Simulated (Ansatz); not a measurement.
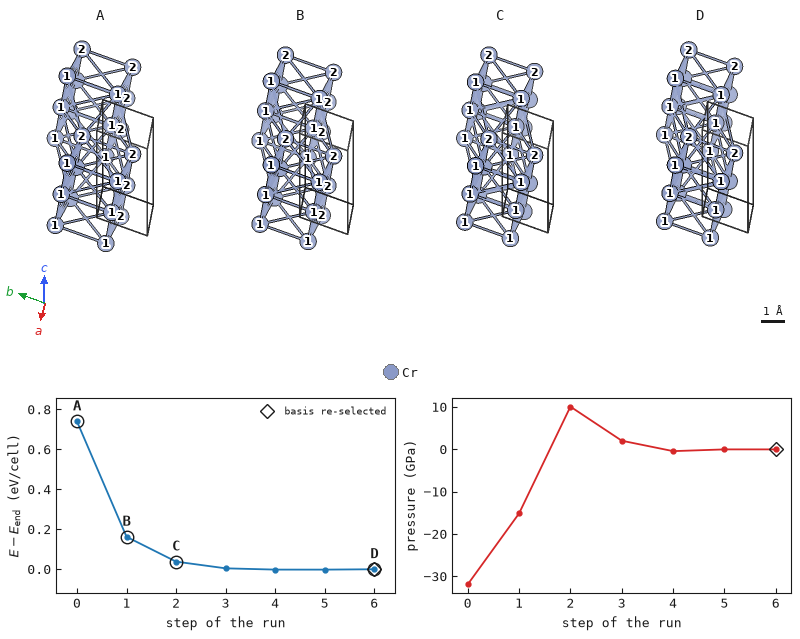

Frames of a relaxation of a crystal of Cr (set up in P6_3/mmc), marked on the history of the run. A ball-and-stick model of the cell of the calculation, repeated 3 × 2 × 2 with one cell outlined, seen from a free direction.

Case: cell and atoms relaxed from 1.0 times the given volume.

Level of theory: DFT, PBEsol, PAW with Ansatz's default frozen-core files, scalar-relativistic (Ansatz). (plane-wave cutoff 420 eV; k-point mesh 14 × 14 × 8; occupations fermi dirac; smearing width 0.05 eV; collinear spin; cell and atoms relaxed; force threshold 0.005 eV/Å; at most 80 steps)

Q: What happens along the run?

A: The atoms keep their places relative to the cell (all moves are under 0.005 Å). The volume changes by −18.3 %, with a = b 2.714 → 2.457 Å (−9.5 %), c 4.410 → 4.394 Å (−0.4 %). Near-neighbour distances that change, for instance: Cr1–Cr1 2.714 → 2.457 Å, Cr1–Cr2 2.705 → 2.615 Å. The space group stays P6_3/mmc (No. 194). After 5 accepted moves (6 points after the start) the energy has fallen by 0.740 eV per cell of the calculation. All forces vanish by symmetry, so only the cell relaxes. The pressure goes from −31.90 to −0.01 GPa. At 1 point the geometry stayed and the basis and grid were re-selected for the new cell (energy shift of 1.8 meV per cell of the calculation at most each time). The program noted that the starting moments weren't kept. From step 0 to 1: volume −12.8 %, energy −0.578 eV per cell of the calculation. From step 1 to 2: volume −9.9 %, energy −0.124 eV per cell of the calculation. From step 2 to 6: volume +3.9 %, energy −38.2 meV per cell of the calculation.
